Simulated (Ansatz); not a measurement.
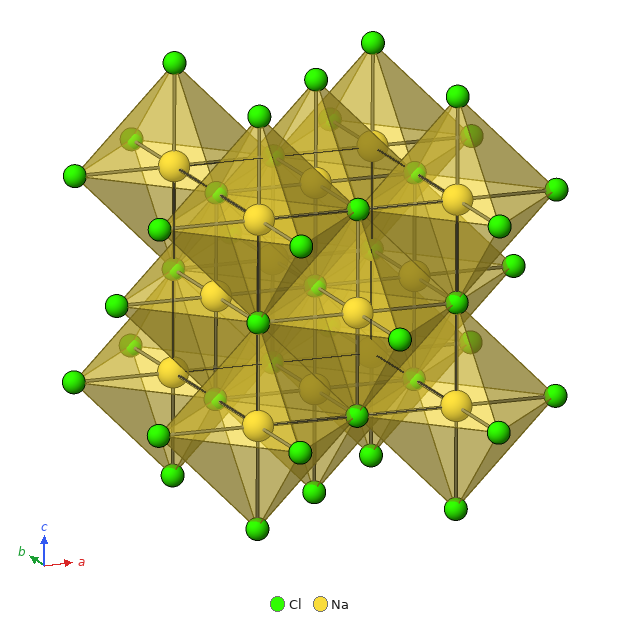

The crystal in a polyhedral representation, seen slightly off an axis. The drawn cell (a repeat of the simulation cell) is drawn as a box. A few atoms beyond the faces are included.

NaCl, a = 5.629 Å, b = 5.629 Å, c = 5.629 Å, α = 90.65°, β = 90.65°, γ = 90.65°. Strictly the space group is R-3m (No. 166, within 0.01 Å). It is a distorted form of a face-centred cubic structure, space group Fm-3m (No. 225) within 0.25 Å: rock salt (NaCl type). The model was built from a structure type filled with these elements by a generator (whether the compound takes this form wasn't checked). The cell was then strained or its atoms displaced on purpose. A calculation with Ansatz used it as input.

This one geometry was computed with Ansatz (DFT, plane waves, PAW) at three levels of theory: PBE, r2SCAN and HSE06. It was relaxed with r2SCAN and then strained.

**How does the band gap change with the level of theory?**

PBE: a gap of 5.09 eV, direct; r2SCAN: a gap of 5.88 eV, direct; HSE06: a gap of 6.46 eV, direct.

**Collect the results in a table.**

| level | cutoff (eV) | k-mesh of the run's cell | gap (eV) | pressure (GPa) |
| --- | --- | --- | --- | --- |
| PBE | 420 | 8×8×8 | 5.09 | 0.9 |
| r2SCAN | 500 | 8×8×8 | 5.88 | -0.3 |
| HSE06 | 420 | 6×6×6 | 6.46 | 0.3 |

Gaps are taken on the k-mesh or band path of each run.
